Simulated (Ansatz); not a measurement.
## Single-point calculation of As

The run: single-point calculation of As (slab, 2 atoms in the cell). Method and program: DFT PBE+D3(BJ), scalar-relativistic, plane waves, PAW, no spin polarisation (Ansatz 0.2.0).

The structure derives from an entry of the Crystallography Open Database. Figures and captions count atoms from 1; the log counts them from 0 in places.

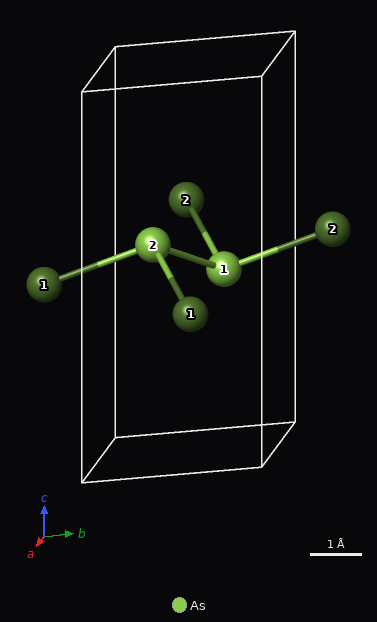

**Figure 1.** The input geometry (ball-and-stick view of the cell of the calculation, with the vacuum cut short, seen slightly off an axis; neighbours outside the cell are drawn fainter; atoms are numbered from 1 in the order of the input). Near neighbours in the crystal (not all of them lie inside the picture): As has 3 As at 2.34 Å.

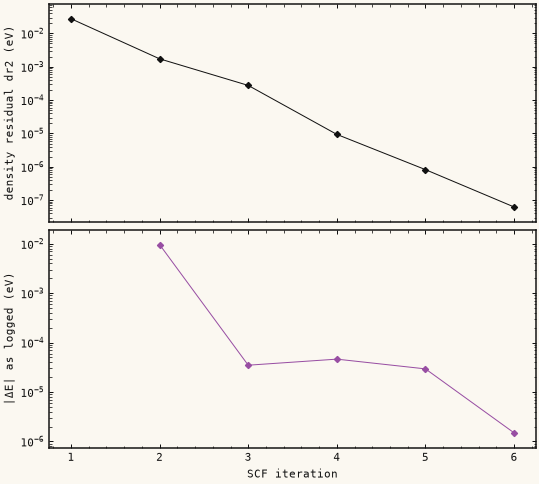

**Figure 2.** Convergence of the self-consistent field: density residual dr2 and size of the energy change against the SCF iteration. The residual falls at every step.

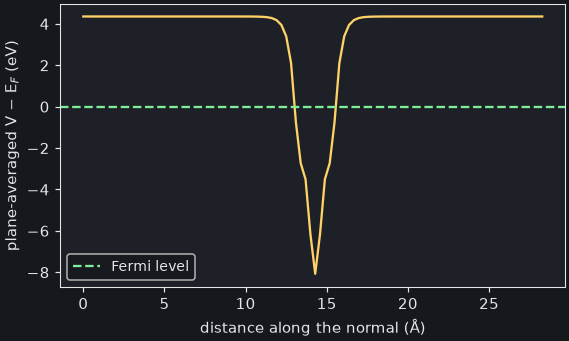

**Figure 3.** Plane average of the electrostatic potential energy of an electron across the cell, from the Fermi level. The vacuum level lies 4.36 eV above the Fermi level.

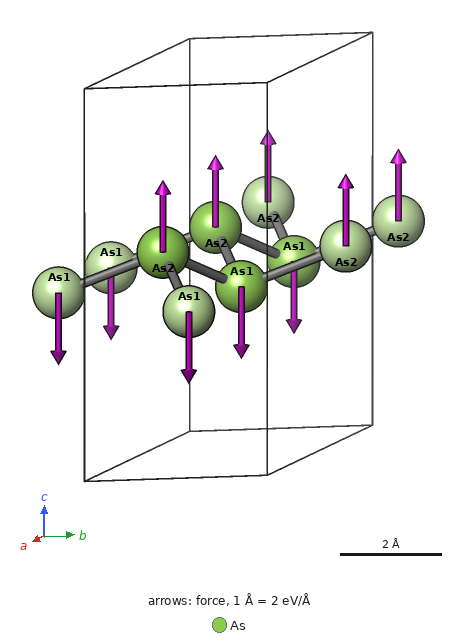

**Figure 4.** Forces on the atoms as pink arrows (ball-and-stick view of the 2 × 1 repeat of the cell, with the vacuum cut short, seen slightly off an axis; neighbours outside the cell are drawn fainter; atoms are numbered from 1 in the order of the input). The largest act on As1, As2 (2.93 eV/Å). The geometry is not a stationary point of this energy.

The input and output of the run follow.

### The input
```yaml
crystal:
  lattice:
    - [3.75, 0.0, 0.0]
    - [-1.875, 3.2475952642, 0.0]
    - [0.0, 0.0, 28.5742413766]
  atoms:
    - { symbol: As, position: [0.3333333333, 0.6666666667, 0.484286547] }
    - { symbol: As, position: [0.6666666667, 0.3333333333, 0.515713453] }
  periodic: [true, true, false]
basis:
  ecutwfc: 420
kpoints:
  mp_grid: { grid: [9, 9, 1] }
hamiltonian:
  xc: pbe
  dispersion: d3bj
scf:
  occupations: { method: gaussian, width: 0.02 }
output:
  forces: true
  stress: true
  eigenvalues: true
```

Run as:
```bash
ansatz run input.yaml --threads 1 --pin off --max-ram 3072MiB --backend cpu --events-out ev --progress --plain --runs-dir out
```

### Output
```
Engine: ansatz 0.2.0, x86_64-unknown-linux-gnu
Pseudopotentials: kind: paw
Pseudopotential: As, paw, valence charge 15, recommended cutoff 420 eV (normal), As.paw.azcp
Functional definition: PBE
  parameter kappa = 0.804
  parameter beta = 0.06672455060314922
  exchange = pbe_x(kappa = kappa, mu = beta*pi^2/3)
  correlation = pbe_c(beta = beta)
Crystal: 2 atoms, lattice volume = 347.991 Å³
Basis set: ecut = 420 eV, 6815 PW (Γ), exchange–correlation on 54×54×384 points (8 copies of the dense FFT grid, shifted against one another)
Bands: 19, of which v1, the nominal top of the filled ones, is band 15 counted from 1 (14 counted from 0)
Symmetry: 12 space group operations
Space group: P-3m1 (ITA 164), of the structure as read, at distance tolerance 7.0e-5 Å
k-points: 12 of 81
Non-local potential: As, projectors of the file, l = 0: 2, l = 1: 2, l = 2: 3, l = 3: 1
PAW form: soft (Blöchl's): semilocal exchange-correlation on the pseudo side does not see the compensation charge
PAW one-centre angular grid: As, 590 points (default); XC on 64 Gauss nodes
Initial density: superposition of atomic densities (neutral atoms: chi_scale 0, normalization atom), corrected by the library's trained network
Initial wavefunctions: pseudopotential atomic-orbital guess
Functional: x = pbe(κ = 0.804, μ = 0.2195149727645171), c = pbe(β = 0.06672455060314922)
SCF iter   1: F=—  HF=-9711.540094 eV  |F-HF|=—  |Δ(HF+E_count)|=         —  Δρ=1.87e-3  dr2=2.76e-2  ethr=1.77e-3  ⟨swp⟩=11.2  Hψ=1568  notcnv=0
preconditioner: auto → none  [insulator: Δε(μ)=0.174 eV  Ē_g=9.850 eV  σ=0.020 eV  W_gap=1.00  n_scr=16 (ndim 8)  ℏωp=6.2 eV  f_vac=0.824  D(μ)=0.00/eV (n_scr^D=0)  ε∞_Penn≈1.4]
SCF iter   2: F=—  HF=-9711.530450 eV  |F-HF|=—  |Δ(HF+E_count)|=   9.64e-3  Δρ=6.27e-4  dr2=1.73e-3  ethr=9.20e-5  ⟨swp⟩=3.6  Hψ=531  notcnv=0
preconditioner: auto → LDOS  [insulator: Δε(μ)=0.071 eV  Ē_g=9.819 eV  σ=0.020 eV  W_gap=0.99  n_scr=16 (ndim 8)  ℏωp=6.2 eV  f_vac=0.825  D(μ)=0.36/eV (n_scr^D=2)  ε∞_Penn≈1.4  β→1.0]
SCF iter   3: F=—  HF=-9711.530485 eV  |F-HF|=—  |Δ(HF+E_count)|=   3.49e-5  Δρ=2.10e-4  dr2=2.76e-4  ethr=5.78e-6  ⟨swp⟩=4.0  Hψ=565  notcnv=0
SCF iter   4: F=—  HF=-9711.530531 eV  |F-HF|=—  |Δ(HF+E_count)|=   4.63e-5  Δρ=3.76e-5  dr2=9.37e-6  ethr=9.19e-7  ⟨swp⟩=3.6  Hψ=520  notcnv=0
SCF iter   5: F=—  HF=-9711.530561 eV  |F-HF|=—  |Δ(HF+E_count)|=   2.94e-5  Δρ=1.44e-5  dr2=8.23e-7  ethr=3.12e-8  ⟨swp⟩=3.0  Hψ=525  notcnv=0
SCF iter   6: F=-9711.530562 eV  HF=-9711.530562 eV  |F-HF|=1.27e-7  |Δ(HF+E_count)|=   1.49e-6  Δρ=3.52e-6  dr2=6.24e-8  ethr=3.33e-10  ⟨swp⟩=12.3  Hψ=1400  notcnv=0
SCF 1 converged in 6 iterations: F = -9711.530562 eV  dr2 = 6.24e-8
  greatest PAW one-centre occupation: 0.999 electrons in one spin orbital (limit 2), on the As atom at site 1 (counted from 0), in its partial waves of l = 2
SCF converged after 6 iterations
Free energy (F): -9711.530562 eV
Harris-Foulkes:  -9711.530562 eV  (|F-HF|=1.27e-7)
Internal energy: -9711.530500 eV  (E = F + TS)
E sigma→0 (E₀):  -9711.530531 eV
Entropy (-TS):   -0.000062 eV (-0.031 meV/atom)
Fermi energy:    -4.357476 eV
--- Per-component energies (eV) ---
  E_band       = -920.340036
  E_kinetic    = 208.514053
  E_local      = -46169.024273  (includes V_loc(G=0)·N_el)
  E_nonlocal   = -1341.154964
  E_hartree    = 23037.358444
  E_xc         = -159.334334
  E_vxc        = -159.444081  (∫ρ·V_xc dr)
  E_paw        = -3669.248938  (= ΣΔE_a)
  E_vpaw       = 466.044279  (= ΣTr[D̂ρ^β])
  E_aug_tail   = 0.000019  (compensation charges beyond the density's cutoff)
  E_ewald      = 18381.751579
  E_disp       = -0.392088  (pairwise vdW)
  E_smearing   = -0.000062  (= −TS)
  E_closure    = -0.000000  (closes the sum)
  Σ components = -9711.530562   (vs F -9711.530562, Δ=0.00e0)
--- Forces (eV/Å), atoms counted from 1 ---
  atom   1  As    -0.00000000     0.00000000    -2.92569513
  atom   2  As     0.00000000    -0.00000000     2.92569513
  max |Σ_I F_I| component: 4.44e-16 eV/Å
--- 2D stress c σ (N/m, compression-positive) ---
        5.276634      -0.000000       0.000000
        0.000000       5.276634       0.000000
        0.000000       0.000000       0.000000
  P = ½ c Tr σ = 5.2766 N/m
--- Band table (eV; the first three rows and the last of 12) ---
  k-point 0: bands = ["-40.7043", "-40.7043", "-40.6331", "-40.6331", "-40.5070", "-40.4918", "-40.4905", "-40.4905", "-40.4537", "-40.4537", "-19.6069", "-11.1511", "-7.2011", "-7.2011", "-5.5451", "-4.2086", "-2.4469", "-2.4469", "-0.4176"]
  k-point 1: bands = ["-40.7074", "-40.7026", "-40.6284", "-40.6261", "-40.5136", "-40.5025", "-40.4935", "-40.4845", "-40.4538", "-40.4488", "-19.4535", "-11.3387", "-8.2882", "-7.4858", "-4.4497", "-4.2045", "-2.4726", "-1.9525", "-0.2468"]
  k-point 2: bands = ["-40.7135", "-40.6974", "-40.6161", "-40.6093", "-40.5282", "-40.5212", "-40.5016", "-40.4748", "-40.4544", "-40.4429", "-19.0011", "-12.2518", "-8.9610", "-8.0515", "-4.6228", "-3.9911", "-1.3698", "-0.8775", "0.2169"]
  k-point 11: bands = ["-40.7364", "-40.6234", "-40.6234", "-40.5676", "-40.5676", "-40.5450", "-40.5387", "-40.4578", "-40.4474", "-40.4474", "-16.1872", "-16.1872", "-10.7622", "-6.7905", "-6.7905", "-1.7625", "0.1991", "0.1991", "2.0160"]
```

### Summary

| quantity | value |
| --- | --- |
| outcome | converged |
| electrons treated | 30 |
| free energy | −9711.5306 eV |
| work function, top face | 4.36 eV |
| work function, bottom face | 4.36 eV |
| Fermi energy | −4.357 eV |
| gap on the k-point mesh | none (metallic) |
| work function (upper face) | 4.36 eV |
| largest force (length of the vector) | 2.926 eV/Å |
| hardware | 1 thread of Intel Xeon @ 2.90GHz (Ice Lake), 192 GiB of memory available, shared host |
| wall time | 5.9 s |
| peak memory | 0.54 GiB |
